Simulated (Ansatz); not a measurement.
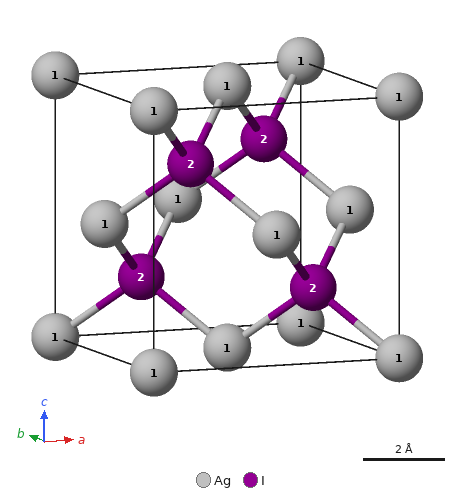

The starting point is a crystal of AgI (built on the measured structure type) at its r2SCAN-relaxed geometry. Style: ball-and-stick. Shown: the conventional cell (4 times the calculation's cell), slightly off an axis. Lengths and directions refer to the drawn axes.

Method: Ansatz 0.2.0, DFT, r2SCAN, plane waves, PAW. Set-up: plane-wave cutoff 500 eV; k-point mesh 6 × 6 × 6; occupations fixed; no spin polarisation.

The variant: All lengths are scaled by +3.7 % (volume +11.6 %). The atoms were relaxed with r2SCAN under that strain, and this is a single point on that geometry.

**What does the calculation give for the changed structure?**

It costs 34.7 meV per atom. The pressure goes from 0.0 to −2.4 GPa. All forces vanish by symmetry. Some distances before and after: Ag–I 2.848 → 2.954 Å. The space group stays F-43m (No. 216).

Drawn alike, the variant:

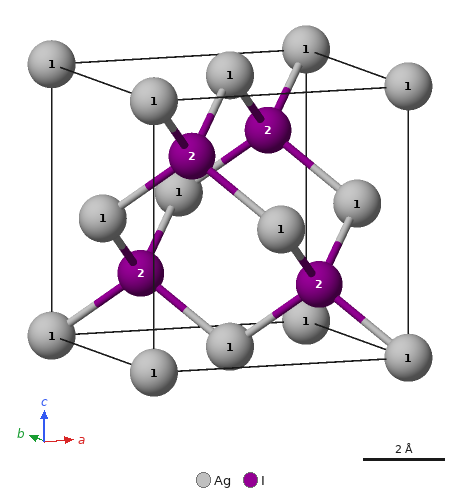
